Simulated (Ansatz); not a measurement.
CdS: band-structure calculation

- system: CdS (P1, 4 atoms in the cell)
- method: DFT, LDA, all-electron LAPW, scalar-relativistic, no spin polarisation (Ansatz 0.2.0)

The structure derives from an entry of the Crystallography Open Database. It belongs to a series of runs on one base structure; here: equal xy, yz and zx shear strains of -1 %. Figures and captions count atoms from 1; the log counts them from 0 in places.

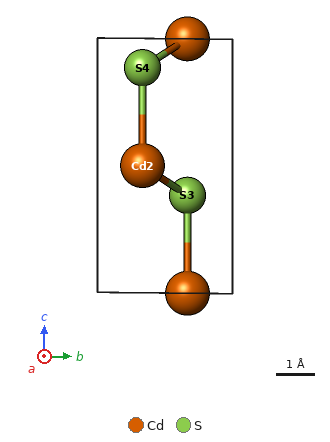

**Figure 1.** The structure as given in the input (ball-and-stick view of the cell of the calculation, along the a axis; atoms are numbered from 1 in the order of the input). An atom can appear more than once, as a periodic image.

### Summary

```tsv
quantity	value
outcome	converged
space group (tolerance 0.01 Å)	P1 (1)
electrons in bands (core shells apart)	68
free energy	−325860.8859 eV
Fermi energy	7.843 eV
gap on the k-point mesh	0.92 eV
pressure	−2.69 GPa
largest force (length of the vector)	0.263 eV/Å
hardware	1 thread of Intel Xeon (Granite Rapids), 32 GiB of memory available, shared host
wall time	97 s
peak memory	0.85 GiB
```

### Input file
```yaml
crystal:
  lattice:
    - [4.1347992034, -0.020673996, -0.020673996]
    - [-2.0853038074, 3.5911781477, -0.0075672077]
    - [-0.033745, -0.033745, 6.749]
  atoms:
    - { symbol: Cd, position: [0.3333333333, 0.6666666667, 0.0] }
    - { symbol: Cd, position: [0.6666666667, 0.3333333333, 0.5] }
    - { symbol: S, position: [0.3333333333, 0.6666666667, 0.385] }
    - { symbol: S, position: [0.6666666667, 0.3333333333, 0.885] }
kpoints:
  mp_grid: { grid: [8, 8, 4] }
  band_path:
    path:
      - [0.0, 0.0, 0.0]
      - [0.0, 0.0, 0.5]
      - [-0.5, 0.5, 0.0]
      - [0.0, 0.0, 0.0]
      - [0.0, -0.5, 0.0]
      - [-0.5, 0.0, 0.5]
      - [0.0, 0.0, 0.0]
      - [-0.5, 0.0, 0.0]
      - [0.0, -0.5, 0.5]
    npoints: 5
scf:
  occupations: { method: fermi_dirac, width: 0.02 }
hamiltonian:
  xc: lda
  pseudopotentials: { kind: all_electron, lapw: { basis_error: 0.001 } }
output:
  forces: true
  stress: true
  eigenvalues: true
```

Run as:
```bash
ansatz run input.yaml --threads 1 --pin off --max-ram 4096MiB --backend cpu --events-out ev --progress --plain --runs-dir out
```

### Output
```
LAPW: plane waves up to 8.185 Å⁻¹, error target 1.0e-3 eV per atom; small_component_spin mean_spin; S in spheres of 1.082 Å, 14 of its electrons in bands, Dirac shells []; Cd in spheres of 1.409 Å, 20 of its electrons in bands, Dirac shells [] (how accurate: hamiltonian.pseudopotentials.lapw.basis_error, Limitations)
Engine: ansatz 0.2.0, x86_64-unknown-linux-gnu
Pseudopotentials: kind: all_electron
Pseudopotential: Cd, LAPW, valence charge 20, lapw/all_electron/scalar/gaussian/Cd, Koelling and Harmon's equation, gaussian nucleus
Pseudopotential: S, LAPW, valence charge 14, lapw/all_electron/scalar/gaussian/S, Koelling and Harmon's equation, gaussian nucleus
Functional definition: SPW92
  exchange = slater_x
  correlation = pw_c
Crystal: 4 atoms, lattice volume = 99.919 Å³
Basis set: ecut = 255.21864817814338 eV, 937 PW (Γ), exchange–correlation at level 2
Bands: 41, of which v1, the nominal top of the filled ones, is band 34 counted from 1 (33 counted from 0)
Symmetry: 1 space group operations
Space group: P1 (ITA 1), of the structure as read, at distance tolerance 4.6e-5 Å
k-points: 132 of 256 (time reversal used)
Non-local potential: Cd, projectors of the file, none
Non-local potential: S, projectors of the file, none
Initial density: superposition of atomic densities (chi_scale 0.1, normalization cell, long waves kept (reshape's long-wave potential 0.00 eV rms))
Initial wavefunctions: plane waves of lowest kinetic energy (no species holds an atomic orbital)
Functional: x = slater, c = lda
iter 1 solved again at ethr=3.78e-3 eV; its pass at ethr=1.00e-1 eV (dr2=2.57e0 eV) is discarded
SCF iter   1: F=—  HF=-325861.920404 eV  |F-HF|=—  |Δ(HF+E_count)|=         —  Δρ=3.59e-2  dr2=2.58e0  ethr=3.78e-3  ⟨swp⟩=2.0  Hψ=36892  notcnv=0
preconditioner: auto → Resta (q_TF=auto, 2.559 Å⁻¹)  ε∞=4.8  [insulator: Δε(μ)=1.506 eV  Ē_g=11.442 eV  σ=0.020 eV  W_gap=1.00  n_scr=30 (ndim 8)  ℏωp=22.3 eV  f_vac=0.143  D(μ)=0.00/eV (n_scr^D=0)  ε∞_Penn≈4.8]
SCF iter   2: F=—  HF=-325861.012743 eV  |F-HF|=—  |Δ(HF+E_count)|=   9.08e-1  Δρ=1.46e-2  dr2=3.76e-1  ethr=3.78e-3  ⟨swp⟩=3.0  Hψ=16077  notcnv=0
SCF iter   3: F=—  HF=-325860.916358 eV  |F-HF|=—  |Δ(HF+E_count)|=   9.64e-2  Δρ=7.77e-3  dr2=1.05e-1  ethr=5.54e-4  ⟨swp⟩=2.0  Hψ=15747  notcnv=0  defer=1
iter 4 solved again at ethr=9.37e-6 eV; its pass at ethr=1.55e-4 eV (dr2=6.37e-3 eV) is discarded
SCF iter   4: F=—  HF=-325860.889458 eV  |F-HF|=—  |Δ(HF+E_count)|=         —  Δρ=2.26e-3  dr2=6.35e-3  ethr=9.37e-6  ⟨swp⟩=2.0  Hψ=27475  notcnv=0
the basis was enlarged: its passes take 78.3 KiB over the memory plan, 1 of 1 planned eigensolver slots
SCF iter   5: F=—  HF=-325860.885662 eV  |F-HF|=—  |Δ(HF+E_count)|=   3.80e-3  Δρ=6.73e-4  dr2=4.23e-4  ethr=9.34e-6  ⟨swp⟩=2.0  Hψ=15751  notcnv=0
SCF iter   6: F=—  HF=-325860.885855 eV  |F-HF|=—  |Δ(HF+E_count)|=   1.93e-4  Δρ=2.07e-4  dr2=5.64e-5  ethr=6.22e-7  ⟨swp⟩=2.0  Hψ=14838  notcnv=0
SCF iter   7: F=—  HF=-325860.885899 eV  |F-HF|=—  |Δ(HF+E_count)|=   4.41e-5  Δρ=3.81e-5  dr2=2.49e-6  ethr=8.29e-8  ⟨swp⟩=3.0  Hψ=15178  notcnv=0
SCF iter   8: F=—  HF=-325860.885902 eV  |F-HF|=—  |Δ(HF+E_count)|=   2.36e-6  Δρ=1.12e-5  dr2=2.41e-7  ethr=3.66e-9  ⟨swp⟩=3.0  Hψ=15498  notcnv=0
SCF iter   9: F=-325860.885902 eV  HF=-325860.885902 eV  |F-HF|=3.43e-8  |Δ(HF+E_count)|=   8.96e-8  Δρ=2.42e-6  dr2=1.15e-8  ethr=3.55e-10  ⟨swp⟩=3.0  Hψ=15134  notcnv=0
SCF 1 converged in 9 iterations: F = -325860.885902 eV  dr2 = 1.15e-8
```

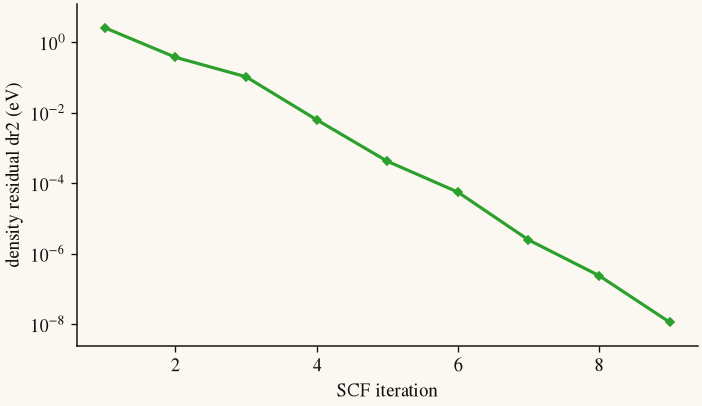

**Figure 2.** Convergence of the self-consistent field: density residual dr2 against the SCF iteration. The residual falls at every step.

```
NSCF: frozen V_eff on 41 k-points
SCF converged after 9 iterations
Free energy (F): -325860.885902 eV
Harris-Foulkes:  -325860.885902 eV  (|F-HF|=3.43e-8)
Internal energy: -325860.885902 eV  (E = F + TS)
E sigma→0 (E₀):  -325860.885902 eV
Fermi energy:    7.843105 eV
--- Per-component energies (eV) ---
  E_band       = -3474.656279
  E_kinetic    = 340314.115625
  E_xc         = -9471.308517
  E_electrostatic = -656703.693010  (all electrons and nuclei)
  E_smearing   = -0.000000  (= −TS)
  E_closure    = 0.000000  (closes the sum)
  E_atoms      = -325846.100533  (free atoms, spherical and without spin; not in F)
  Σ components = -325860.885902   (vs F -325860.885902, Δ=0.00e0)
  Basis errors (estimates in eV, not in F): energy 4.5e-4 per atom: plane waves 4.1e-4 (2.5e-4 summed), levels above the bands 1.5e-137, relativity 2.6e-9, radial functions 3.5e-5, core shells 3.4e-7; eigenvalues (radial functions only) 9.9e-7; not estimated: angular momenta, meshes, grids; target (lapw.basis_error) 1.0e-3; muffin-tin radii S 1.082 Å, Cd 1.409 Å
--- Forces (eV/Å), atoms counted from 1 ---
  atom   1  Cd     0.09150462     0.03726036     0.23839530
  atom   2  Cd    -0.01873204     0.03540958     0.23695458
  atom   3  S      0.03045071    -0.03540091    -0.23646902
  atom   4  S     -0.10322559    -0.03727092    -0.23891278
  max |Σ_I F_I| component: 3.19e-5 eV/Å
--- Stress (GPa, compression-positive) ---
       -2.086284       0.417614       0.247491
        0.417614      -2.091647       0.247353
        0.247491       0.247353      -3.891812
  P = ⅓ Tr σ = -2.6899 GPa (-26.899 kbar)
--- Band table (eV; the first three rows and the last of 132) ---
  k-point 0: bands = ["-196.1651", "-196.1649", "-141.8671", "-141.8668", "-141.8660", "-141.8654", "-141.8578", "-141.8574", "-93.7071", "-93.7071", "-54.8708", "-54.8700", "-54.8678", "-54.8676", "-54.8674", "-54.8669", "-4.9711", "-4.5407", "-0.3735", "-0.3683", "-0.3053", "-0.3010", "-0.2938", "0.0751", "0.0771", "0.1694", "0.1695", "0.5199", "3.0340", "6.6318", "6.6600", "7.3136", "7.3443", "7.3807", "8.3016", "9.8334", "13.6012", "13.6888", "13.9068", "14.6612", "14.6893"]
  k-point 1: bands = ["-196.1651", "-196.1649", "-141.8671", "-141.8668", "-141.8660", "-141.8654", "-141.8578", "-141.8574", "-93.7071", "-93.7071", "-54.8708", "-54.8700", "-54.8678", "-54.8676", "-54.8674", "-54.8669", "-4.9068", "-4.6015", "-0.3664", "-0.3616", "-0.3159", "-0.3128", "-0.2535", "0.0915", "0.0931", "0.1583", "0.1584", "0.2636", "3.6297", "6.2863", "6.7305", "6.7589", "7.2341", "7.2635", "9.2260", "9.9179", "13.3887", "13.6676", "13.7597", "14.1420", "14.3885"]
  k-point 2: bands = ["-196.1651", "-196.1649", "-141.8671", "-141.8668", "-141.8660", "-141.8654", "-141.8578", "-141.8574", "-93.7071", "-93.7071", "-54.8707", "-54.8700", "-54.8677", "-54.8676", "-54.8674", "-54.8669", "-4.7530", "-4.7520", "-0.3492", "-0.3460", "-0.3377", "-0.3355", "-0.0812", "-0.0807", "0.1254", "0.1259", "0.1303", "0.1310", "4.8865", "4.8871", "6.9656", "6.9801", "7.0018", "7.0160", "9.9402", "9.9417", "13.2484", "13.2505", "13.9136", "13.9515", "14.0180"]
  k-point 131: bands = ["-196.1651", "-196.1649", "-141.8671", "-141.8668", "-141.8660", "-141.8654", "-141.8578", "-141.8574", "-93.7071", "-93.7070", "-54.8708", "-54.8700", "-54.8681", "-54.8677", "-54.8676", "-54.8672", "-4.4553", "-4.4522", "-0.2077", "-0.2060", "-0.1527", "-0.1475", "0.0600", "0.0626", "0.1586", "0.1591", "0.5050", "0.5090", "3.0965", "3.1109", "5.9894", "5.9919", "6.0457", "6.0659", "10.6477", "10.6591", "12.4670", "12.4936", "14.9757", "14.9942", "15.7291"]
```

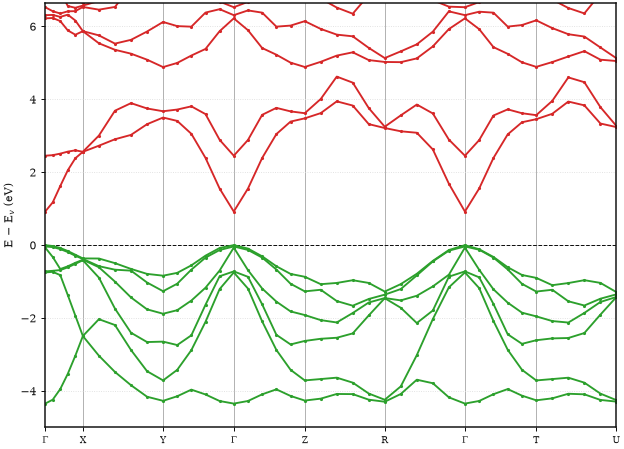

**Figure 3.** Band structure along Γ–X–Y–Γ–Z–R–Γ–T–U, with energies from the valence-band top. There is a gap of 0.92 eV on this path, direct, at Γ.

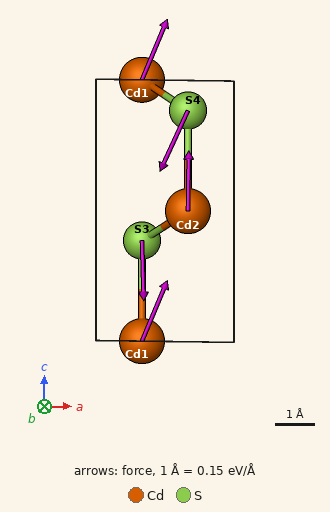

**Figure 4.** Forces on the atoms as pink arrows (ball-and-stick view of the cell of the calculation, along the b axis; atoms are numbered from 1 in the order of the input). The largest act on S4 (0.26 eV/Å); Cd1 (0.26 eV/Å); S3 (0.24 eV/Å); Cd2 (0.24 eV/Å). The geometry is not a stationary point of this energy.
